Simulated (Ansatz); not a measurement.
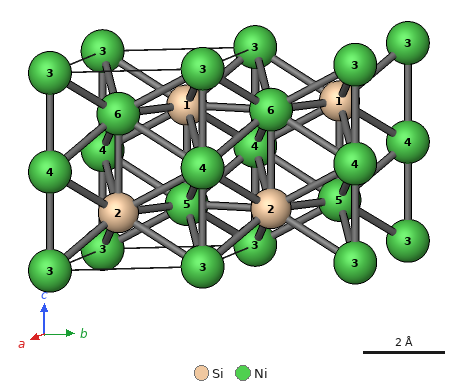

Solid SiNi2 (set up in P6_3/mmc), before the relaxation. Style: ball-and-stick. Shown: the cell of the calculation, repeated 1 × 2 × 1 with one cell outlined, slightly off an axis.

Method: DFT PBEsol, scalar-relativistic, plane waves, PAW (Ansatz 0.2.0).

The input:
```yaml
crystal:
  lattice:
    - [3.8359985066, 0.0, 0.0]
    - [-1.9179992533, 3.3220721556, 0.0]
    - [0.0, 0.0, 4.948]
  atoms:
    - { symbol: Si, position: [0.3333333333, 0.6666666667, 0.75] }
    - { symbol: Si, position: [0.6666666667, 0.3333333333, 0.25] }
    - { symbol: Ni, position: [0.0, 0.0, 0.0] }
    - { symbol: Ni, position: [0.0, 0.0, 0.5] }
    - { symbol: Ni, position: [0.3333333333, 0.6666666667, 0.25] }
    - { symbol: Ni, position: [0.6666666667, 0.3333333333, 0.75] }
basis:
  ecutwfc: 420
kpoints:
  mp_grid: { grid: [12, 12, 8] }
hamiltonian:
  xc: pbesol
scf:
  occupations: { method: gaussian, width: 0.1 }
output:
  forces: true
  stress: true
  eigenvalues: true
  write_density: true
  write_potential: true
  elf: true
  volumetric_format: npy
relax:
  adjacent_minimum: "off"
  f_tol: 0.005
  max_steps: 80
  cell: { stress_tol: 0.05 }
```

Launched with:
```bash
ansatz run input.yaml --threads 1 --pin off --max-ram 2560MiB --backend cpu --events-out ev --progress --plain --runs-dir out
```

### Predict the outcome.

No atom moves by more than 0.005 Å relative to the cell. Cell: a = b 3.836 → 3.868 Å (+0.8 %), c 4.948 → 4.917 Å (−0.6 %). Volume +1.1 %. Some distances before and after: Si1–Ni6 2.215 → 2.233 Å, Ni3–Ni4 2.474 → 2.458 Å, Si1–Ni5 2.474 → 2.458 Å, Si1–Ni3 2.537 → 2.549 Å. The space group stays P6_3/mmc (No. 194). Over 3 accepted moves (4 points after the start) the energy falls by 14.8 meV per cell of the calculation. All forces vanish by symmetry, so only the cell relaxes. Pressure: 2.88 GPa at the start and −0.01 GPa at the end. The SCF was repeated once at an unchanged geometry on a basis and grid sized afresh for the cell, which shifted the energy by 0.3 meV per cell of the calculation at most.

Step by step:

```
step  E − E(0), meV/atom  pressure, GPa  volume, Å³/atom                      note
   0                0.00           2.88           10.509                          
   1               -1.64           1.35           10.569                          
   2               -2.41          -0.03           10.622                          
   3               -2.41          -0.02           10.621                          
   4               -2.46          -0.01           10.621  same geometry, new basis
```

The end point in the same view:

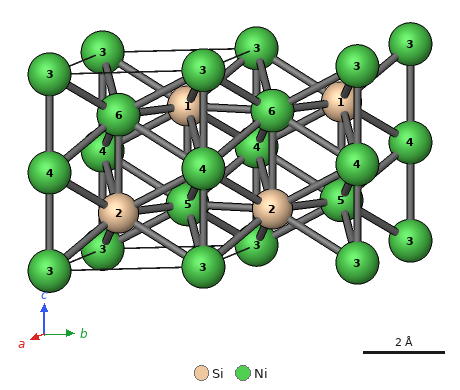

Limits of the set-up: an element that often carries a moment was run without spin polarisation.
